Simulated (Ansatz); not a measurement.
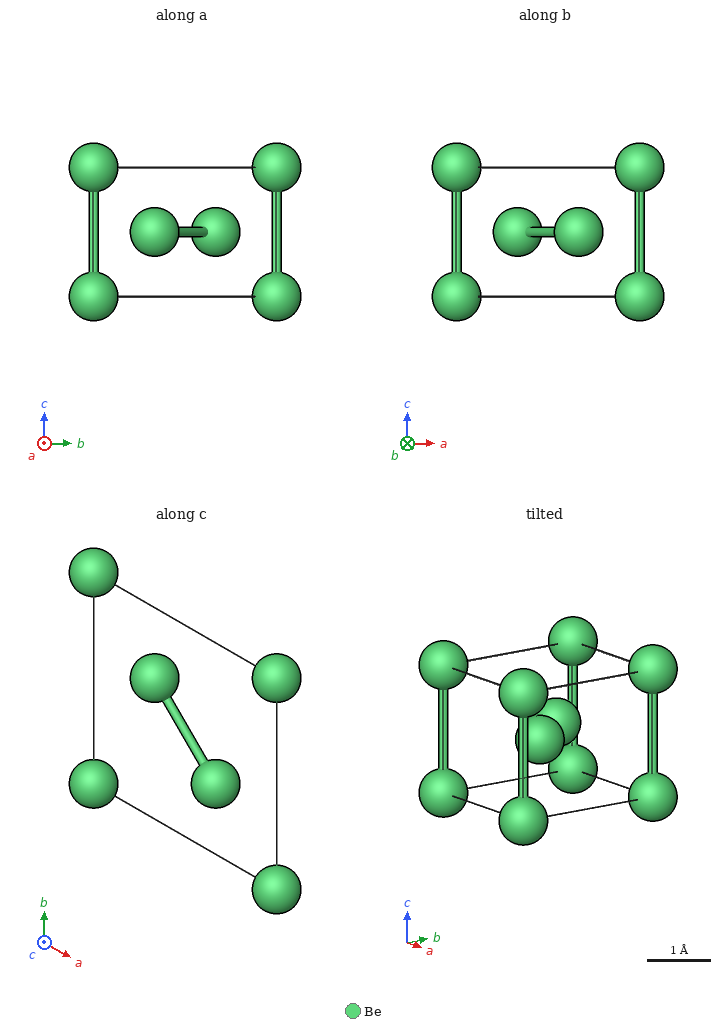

The image is a ball-and-stick drawing of a crystal, viewed along the a axis, along the b axis, along the c axis and slightly off an axis. Lines trace the edges of the conventional unit cell.

Lattice parameters: a = 3.372 Å, b = 3.372 Å, c = 2.059 Å, α = 90.00°, β = 90.00°, γ = 120.00°.

From the views, write a table of Wyckoff sites.

Answer. Space group P6/mmm (No. 191).
| atom | site | x | y | z |
| --- | --- | --- | --- | --- |
| Be | 1a | 0.0000 | 0.0000 | 0.0000 |
| Be | 2d | 0.3333 | 0.6667 | 0.5000 |

The cell started as a structure type filled with this element by a generator (whether the element takes this form wasn't checked). Earlier steps of the study may have refined or changed the cell and positions. It was run through Ansatz as a DFT input.

At this level of theory the cell isn't at rest (compressed, at 19 GPa), so its distances can differ from those at equilibrium, the more so the softer the solid.
